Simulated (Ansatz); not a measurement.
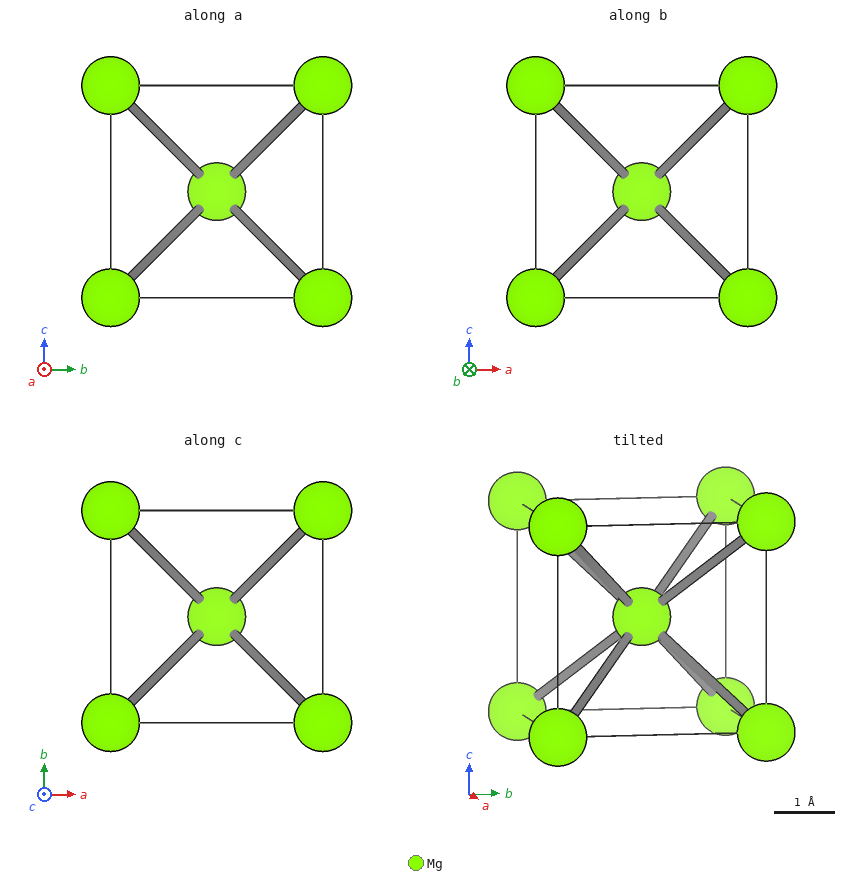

The image is a ball-and-stick drawing of a crystal, viewed along the a axis, along the b axis, along the c axis and slightly off an axis. The lines enclose the conventional unit cell; boundary atoms appear with their images.

Lattice parameters: a = 3.584 Å, b = 3.584 Å, c = 3.584 Å, α = 90.00°, β = 90.00°, γ = 90.00°. Put a along x and b in the xy plane.

**Write down what is shown as a POSCAR file.**

```
Mg
1.0
     3.584    0.000    0.000
     0.000    3.584    0.000
     0.000    0.000    3.584
Mg
2
Direct
  0.0000 0.0000 0.0000
  0.5000 0.5000 0.5000
```

The structure was taken from a structure type filled with this element by a generator (whether the element takes this form wasn't checked). Earlier steps of the study may have refined or changed the cell and positions. An electronic-structure calculation with Ansatz was run on it.
